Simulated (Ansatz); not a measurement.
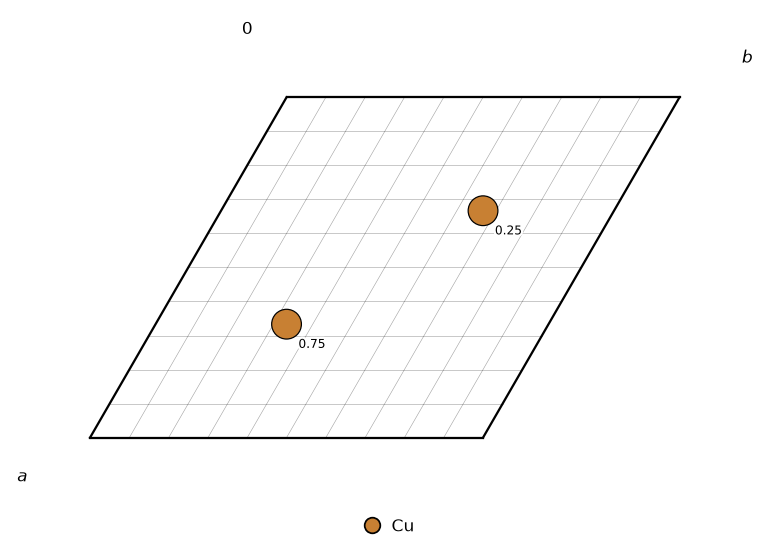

Plan of a unit cell projected along c (a down the page, b across); the numbers are heights as fractions of c, and atoms on the cell's edges are repeated. The grid marks tenths of a and b. Source: the input geometry of an electronic-structure calculation (not necessarily at equilibrium); the starting structure was generated, so it need not be a known form of this composition. Geometry calculated from the standardised cell; symmetry tolerance 0.002 Å.

a = 2.486 Å, b = 2.486 Å, c = 4.073 Å, α = 90.00°, β = 90.00°, γ = 120.00°.

Q: What does the cell contain?

A: 2 Cu: Cu, Z = 2.

Q: Give the fractional coordinates of all atoms, to two places.

A:
```json
{"atom": "Cu", "x": "0.33", "y": "0.67", "z": "0.25"}
{"atom": "Cu", "x": "0.67", "y": "0.33", "z": "0.75"}
```
